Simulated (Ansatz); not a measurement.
**Geometry relaxation, with input and output: Ge**

- system: Ge (P6/mmm, 1 atom in the cell)
- method: DFT, PBE, all-electron LAPW, scalar-relativistic, no spin polarisation (Ansatz 0.2.0)

It belongs to a series of runs on one base structure; here: simple_hexagonal relaxed under pressure, LAPW. Figures and captions count atoms from 1; the log counts them from 0 in places.

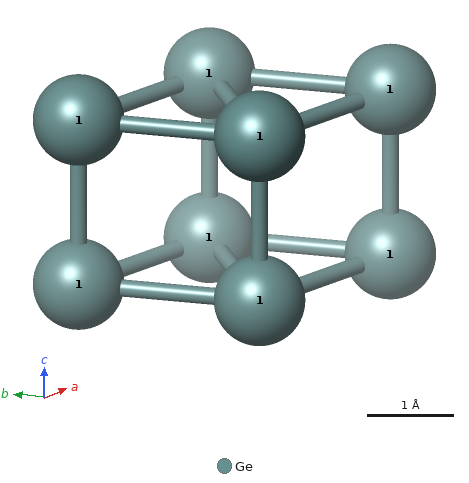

Fig. 1: The input geometry (ball-and-stick view of the cell of the calculation, seen at an oblique angle; atoms are numbered from 1 in the order of the input). Near neighbours in the crystal (not all of them lie inside the picture): Ge has 8 Ge at 2.04 to 2.17 Å.

### The input
```yaml
crystal:
  lattice:
    - [2.1734697746, 0.0, 0.0]
    - [-1.0867348873, 1.8822800391, 0.0]
    - [0.0, 0.0, 2.0379539555]
  atoms:
    - { symbol: Ge, position: [0.0, 0.0, 0.0] }
kpoints:
  mp_grid: { grid: [20, 20, 19] }
scf:
  occupations: { method: fermi_dirac, width: 0.1 }
hamiltonian:
  xc: pbe
  pseudopotentials: { kind: all_electron, lapw: { basis_error: 0.0005 } }
output:
  forces: true
  stress: true
  eigenvalues: true
relax:
  f_tol: 0.005
  max_steps: 12
  cell: { p_target: 390.0, stress_tol: 0.195 }
```

Launch command:
```bash
ansatz run input.yaml --threads 2 --pin off --max-ram 5120MiB --backend cpu --events-out ev --progress --plain --runs-dir out
```

### Log
```
The last accepted step is kept in [file] (removed where the run ends without a failure and the disk answers)
LAPW: plane waves up to 12.264 Å⁻¹, error target 5.0e-4 eV per atom; small_component_spin mean_spin; Ge in spheres of 0.988 Å, 22 of its electrons in bands, Dirac shells [] (how accurate: hamiltonian.pseudopotentials.lapw.basis_error, Limitations)
Engine: ansatz 0.2.0, x86_64-unknown-linux-gnu
Pseudopotentials: kind: all_electron
Pseudopotential: Ge, LAPW, valence charge 22, lapw/all_electron/scalar/gaussian/Ge, Koelling and Harmon's equation, gaussian nucleus
Functional definition: PBE
  parameter kappa = 0.804
  parameter beta = 0.06672455060314922
  exchange = pbe_x(kappa = kappa, mu = beta*pi^2/3)
  correlation = pbe_c(beta = beta)
Crystal: 1 atoms, lattice volume = 8.337 Å³
Basis set: ecut = 573.0799862523177 eV, 253 PW (Γ), exchange–correlation at level 2
Bands: 15, of which v1, the nominal top of the filled ones, is band 11 counted from 1 (10 counted from 0)
Symmetry: 24 space group operations
Space group: P6/mmm (ITA 191), of the structure as read, at distance tolerance 2.0e-5 Å
k-points: 440 of 7600
Non-local potential: Ge, projectors of the file, none
Initial density: superposition of atomic densities (chi_scale 0.1, normalization cell)
Initial wavefunctions: plane waves of lowest kinetic energy (no species holds an atomic orbital)
Functional: x = pbe(κ = 0.804, μ = 0.2195149727645171), c = pbe(β = 0.06672455060314922)
iter 1 solved again at ethr=2.12e-4 eV; its pass at ethr=1.00e-1 eV (dr2=4.67e-2 eV) is discarded
SCF iter   1: F=—  HF=-57110.018203 eV  |F-HF|=—  |Δ(HF+E_count)|=         —  Δρ=4.24e-2  dr2=4.68e-2  ethr=2.12e-4  ⟨swp⟩=3.0  Hψ=43766  notcnv=0
preconditioner: auto → none  [metal: Δε(μ)=0.027 eV  Ē_g=34.285 eV  σ=0.100 eV  W_gap=0.07  n_scr=2 (ndim 8)  ℏωp=48.1 eV  f_vac=0.000  D(μ)=0.19/eV (n_scr^D=0)  sad-step TF]
SCF iter   2: F=—  HF=-57109.953464 eV  |F-HF|=—  |Δ(HF+E_count)|=   6.47e-2  Δρ=2.57e-2  dr2=2.14e-2  ethr=2.12e-4  ⟨swp⟩=2.0  Hψ=18869  notcnv=0
SCF iter   3: F=—  HF=-57109.946483 eV  |F-HF|=—  |Δ(HF+E_count)|=   6.98e-3  Δρ=1.26e-2  dr2=4.82e-3  ethr=9.72e-5  ⟨swp⟩=2.0  Hψ=17204  notcnv=0
iter 4 solved again at ethr=1.84e-7 eV; its pass at ethr=2.19e-5 eV (dr2=4.06e-5 eV) is discarded
SCF iter   4: F=—  HF=-57109.945651 eV  |F-HF|=—  |Δ(HF+E_count)|=   8.32e-4  Δρ=1.03e-3  dr2=4.04e-5  ethr=1.84e-7  ⟨swp⟩=2.0  Hψ=30452  notcnv=0
SCF iter   5: F=—  HF=-57109.945644 eV  |F-HF|=—  |Δ(HF+E_count)|=   7.01e-6  Δρ=6.25e-5  dr2=1.43e-7  ethr=1.84e-7  ⟨swp⟩=2.0  Hψ=17203  notcnv=0
SCF iter   6: F=-57109.945644 eV  HF=-57109.945644 eV  |F-HF|=7.20e-10  |Δ(HF+E_count)|=   9.43e-8  Δρ=6.19e-6  dr2=1.69e-9  ethr=6.49e-10  ⟨swp⟩=2.8  Hψ=17909  notcnv=0
SCF 1 converged in 6 iterations: F = -57109.945644 eV  dr2 = 1.69e-9
relax step   1: F+E_penalty+E_count = -57109.94564418 eV  Δ(F+E_penalty+E_count) = +0.000e0 eV  max|allowed force component| = 0.000e0 eV/Å  Δτ_max = 0.0000 Å  P = +389.326 GPa  Ω = 8.337 Å³  (6 SCF iters, accepted)
Crystal: 1 atoms, lattice volume = 8.329 Å³
Basis set: ecut = 573.4553444752802 eV, 253 PW (Γ), exchange–correlation at level 2
Initial density: handed on by an earlier stage of this run
Initial wavefunctions: those handed on with the density
iter 1 solved again at ethr=2.41e-9 eV; its pass at ethr=1.00e-1 eV (dr2=5.30e-7 eV) is discarded
SCF iter   1: F=—  HF=-57109.925723 eV  |F-HF|=—  |Δ(HF+E_count)|=         —  Δρ=9.65e-5  dr2=6.45e-7  ethr=2.41e-9  ⟨swp⟩=5.0  Hψ=41050  notcnv=0
preconditioner: auto → none  [metal: Δε(μ)=0.064 eV  Ē_g=34.930 eV  σ=0.100 eV  W_gap=0.16  n_scr=2 (ndim 8)  ℏωp=48.1 eV  f_vac=0.000  D(μ)=0.18/eV (n_scr^D=0)]
SCF iter   2: F=-57109.925722 eV  HF=-57109.925722 eV  |F-HF|=5.05e-8  |Δ(HF+E_count)|=   3.11e-7  Δρ=3.22e-5  dr2=6.90e-8  ethr=2.41e-9  ⟨swp⟩=2.0  Hψ=17203  notcnv=0
SCF 2 converged in 2 iterations: F = -57109.925722 eV  dr2 = 6.90e-8
relax step   2: F+E_penalty+E_count = -57109.92572222 eV  Δ(F+E_penalty+E_count) = +1.992e-2 eV  max|allowed force component| = 0.000e0 eV/Å  Δτ_max = 0.0000 Å  P = +390.649 GPa  Ω = 8.329 Å³  (2 SCF iters, accepted)
Crystal: 1 atoms, lattice volume = 8.333 Å³
Basis set: ecut = 573.2716593364851 eV, 253 PW (Γ), exchange–correlation at level 2
iter 1 solved again at ethr=3.89e-10 eV; its pass at ethr=1.00e-1 eV (dr2=8.55e-8 eV) is discarded
SCF iter   1: F=—  HF=-57109.935478 eV  |F-HF|=—  |Δ(HF+E_count)|=         —  Δρ=1.63e-5  dr2=1.95e-8  ethr=3.89e-10  ⟨swp⟩=5.0  Hψ=41430  notcnv=0
preconditioner: auto → none  [metal: Δε(μ)=0.058 eV  Ē_g=34.924 eV  σ=0.100 eV  W_gap=0.14  n_scr=2 (ndim 8)  ℏωp=48.1 eV  f_vac=0.000  D(μ)=0.18/eV (n_scr^D=0)]
iter 2 solved again at ethr=7.96e-12 eV; its pass at ethr=8.85e-11 eV (dr2=1.75e-9 eV) is discarded
SCF iter   2: F=-57109.935477 eV  HF=-57109.935477 eV  |F-HF|=5.20e-9  |Δ(HF+E_count)|=   2.58e-8  Δρ=5.05e-6  dr2=1.75e-9  ethr=7.96e-12  ⟨swp⟩=2.0  Hψ=30450  notcnv=0
SCF 3 converged in 2 iterations: F = -57109.935477 eV  dr2 = 1.75e-9
relax step   3: F+E_penalty+E_count = -57109.93547749 eV  Δ(F+E_penalty+E_count) = -9.755e-3 eV  max|allowed force component| = 0.000e0 eV/Å  Δτ_max = 0.0000 Å  P = +390.001 GPa  Ω = 8.333 Å³  (2 SCF iters, accepted)
iter 1 solved again at ethr=7.92e-12 eV; its pass at ethr=1.00e-1 eV (dr2=1.74e-9 eV) is discarded
SCF iter   1: F=—  HF=-57109.935478 eV  |F-HF|=—  |Δ(HF+E_count)|=         —  Δρ=5.04e-6  dr2=1.74e-9  ethr=7.92e-12  ⟨swp⟩=3.1  Hψ=31544  notcnv=0  reapply=10
SCF iter   2: F=-57109.935478 eV  HF=-57109.935478 eV  |F-HF|=3.93e-10  |Δ(HF+E_count)|=   1.01e-9  Δρ=1.65e-6  dr2=1.89e-10  ethr=7.92e-12  ⟨swp⟩=2.2  Hψ=17295  notcnv=0
SCF 4 converged in 2 iterations: F = -57109.935478 eV  dr2 = 1.89e-10
relax step   4: F+E_penalty+E_count = -57109.93547759 eV  Δ(F+E_penalty+E_count) = -9.683e-8 eV  max|allowed force component| = 0.000e0 eV/Å  Δτ_max = 0.0000 Å  P = +390.002 GPa  Ω = 8.333 Å³  stress off target by 2.01e-3 GPa  SCF on the basis re-selected at this cell (its energy is not comparable with the rows above)  (2 SCF iters)
```

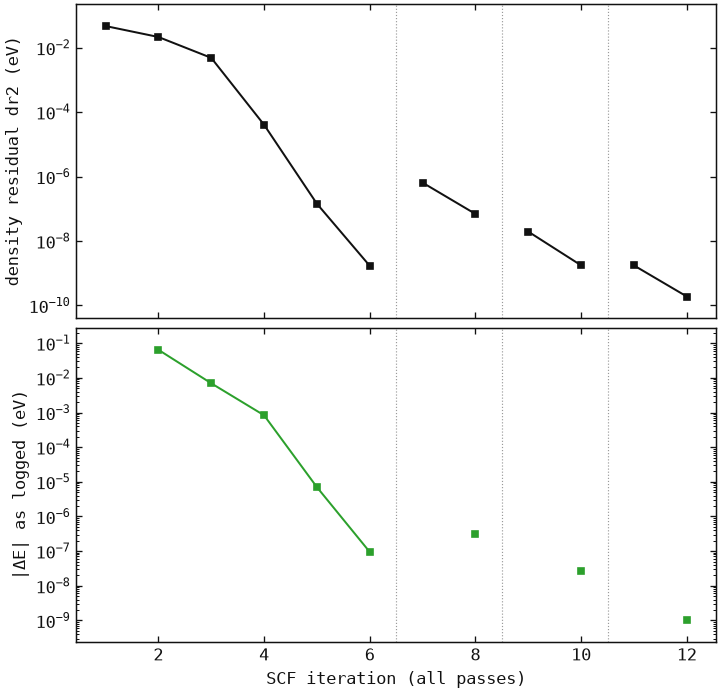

Fig. 2: Convergence of the self-consistent field: density residual dr2 and size of the energy change against the SCF iteration. The dotted lines part the SCF passes of the relaxation: geometry steps, rejected trials and re-solves on a re-selected basis. The passes take 6, 2, 2 and 2 iterations.

```
basis re-selected at this cell: Δ(F+E_penalty+E_count) = -9.683e-8 eV, ΔP = +0.000 GPa vs the last step (what re-selecting the basis moved, after the strain that the cell walked since its last selection, with what the two solves' SCF thresholds leave and, on support functions, any second-order correction that the steps lacked; it is no measure of the basis error at this ecutwfc). This SCF's stress stands 2.01e-3 GPa from its target on what of the cell is left free (relax.cell.stress_tol is 1.95e-1 GPa) and its largest allowed force component is 0.00e0 eV/Å (relax.f_tol is 5.00e-3 eV/Å): within both
SCF converged after 2 iterations
Free energy (F): -57109.935478 eV
Harris-Foulkes:  -57109.935478 eV  (|F-HF|=3.93e-10)
Internal energy: -57109.929414 eV  (E = F + TS)
E sigma→0 (E₀):  -57109.932446 eV
Entropy (-TS):   -0.006063 eV (-6.063 meV/atom)
Fermi energy:    33.847163 eV
--- Per-component energies (eV) ---
  E_band       = -579.040598
  E_kinetic    = 58367.589442
  E_xc         = -2180.666986
  E_electrostatic = -113296.851870  (all electrons and nuclei)
  E_smearing   = -0.006063  (= −TS)
  E_closure    = 0.000000  (closes the sum)
  E_atoms      = -57111.799917  (free atoms, spherical and without spin; not in F)
  Σ components = -57109.935478   (vs F -57109.935478, Δ=0.00e0)
  Basis errors (estimates in eV, not in F): energy 1.7e-4 per atom: plane waves 1.5e-4 (8.4e-5 summed), levels above the bands 1.5e-86, relativity 1.4e-8, radial functions 2.0e-5, core shells 2.0e-9; eigenvalues (radial functions only) 6.2e-7; not estimated: angular momenta, meshes, grids; target (lapw.basis_error) 5.0e-4; muffin-tin radii Ge 0.988 Å
--- Forces (eV/Å), atoms counted from 1 ---
  atom   1  Ge     0.00000000     0.00000000     0.00000000
  max |Σ_I F_I| component: 3.29e-32 eV/Å
--- Stress (GPa, compression-positive) ---
      390.002014      -0.000000       0.000000
       -0.000000     390.002014      -0.000000
        0.000000      -0.000000     390.000516
  P = ⅓ Tr σ = 390.0015 GPa (3900.015 kbar)
--- Band table (eV; the first three rows and the last of 440) ---
  k-point 0: bands = ["-132.2550", "-79.3688", "-79.3688", "-79.2745", "5.2893", "6.2634", "6.2634", "7.3045", "7.3045", "9.9392", "45.1228", "48.3351", "51.0040", "51.0040", "51.5782"]
  k-point 1: bands = ["-132.2545", "-79.3685", "-79.3685", "-79.2789", "5.3231", "6.2667", "6.2667", "7.2881", "7.2881", "10.0447", "43.0211", "50.4167", "51.1375", "51.1375", "51.6699"]
  k-point 2: bands = ["-132.2529", "-79.3674", "-79.3674", "-79.2919", "5.4190", "6.2762", "6.2762", "7.2407", "7.2407", "10.3638", "39.9164", "51.5354", "51.5354", "51.9438", "53.3686"]
  k-point 439: bands = ["-132.2172", "-79.4394", "-79.4280", "-79.4219", "5.9523", "6.0727", "6.5542", "6.7518", "7.6585", "30.8942", "31.0101", "32.6216", "36.8234", "38.0553", "39.2990"]
--- Relaxed structure (3 steps of the walk, 3 accepted, 1 SCFs on fresh bases) ---
  F+E_penalty+E_count = -57109.93547759 eV   max|allowed force component| = 0.000e0 eV/Å   (the final SCF, on the basis selected at the relaxed cell)
  cell:  # Å, volume = 8.3332 Å³
    - [2.1732750198894255, 6.60592034408533e-33, 1.6567209725791788e-20]
    - [-1.0866375099447128, 1.8821113766343738, -8.2836048628978e-21]
    - [1.5534244362352986e-20, -2.064680425203709e-33, 2.0372970470176734]
  atoms:
    - { symbol: Ge, position: [0.0, 0.0, 0.0] }
```

### Trajectory as extended XYZ (Å, eV, eV/Å), 4 frames, from step=1 to step=4
```
1
Lattice="2.1735 0.0000 0.0000 -1.0867 1.8823 0.0000 0.0000 0.0000 2.0380" Properties=species:S:1:pos:R:3:forces:R:3 step=1 energy=-57109.94564 pressure_GPa=389.33
Ge    0.0000    0.0000    0.0000    0.0000   0.0000   0.0000
1
Lattice="2.1731 0.0000 0.0000 -1.0865 1.8819 0.0000 0.0000 0.0000 2.0367" Properties=species:S:1:pos:R:3:forces:R:3 step=2 energy=-57109.92572 pressure_GPa=390.65
Ge    0.0000    0.0000    0.0000    0.0000   0.0000   0.0000
1
Lattice="2.1733 0.0000 0.0000 -1.0866 1.8821 0.0000 0.0000 0.0000 2.0373" Properties=species:S:1:pos:R:3:forces:R:3 step=3 energy=-57109.93548 pressure_GPa=390.00
Ge    0.0000    0.0000    0.0000    0.0000   0.0000   0.0000
1
Lattice="2.1733 0.0000 0.0000 -1.0866 1.8821 0.0000 0.0000 0.0000 2.0373" Properties=species:S:1:pos:R:3:forces:R:3 step=4 energy=-57109.93548 pressure_GPa=390.00
Ge    0.0000    0.0000    0.0000    0.0000   0.0000   0.0000
```

### Key numbers

```json
{"quantity": "outcome", "value": "converged"}
{"quantity": "space group (tolerance 0.01 Å)", "value": "P6/mmm (191)"}
{"quantity": "electrons in bands (core shells apart)", "value": "22"}
{"quantity": "free energy", "value": "−57109.9355 eV"}
{"quantity": "Fermi energy", "value": "33.847 eV"}
{"quantity": "pressure", "value": "390.00 GPa"}
{"quantity": "final volume", "value": "8.33 Å³"}
{"quantity": "largest force (length of the vector) at the end", "value": "under 0.001 eV/Å"}
{"quantity": "final cell", "value": "a = 2.173 Å, b = 2.173 Å, c = 2.037 Å, α = 90.00°, β = 90.00°, γ = 120.00°"}
{"quantity": "hardware", "value": "2 threads of Intel Xeon (Sapphire Rapids), 16 GiB of memory available, shared host"}
{"quantity": "wall time", "value": "36 s (CPU time 68 s)"}
{"quantity": "peak memory", "value": "0.71 GiB"}
```

### Notes

The cell was relaxed to the target pressure of the input; what is minimised is then the enthalpy E + pV.
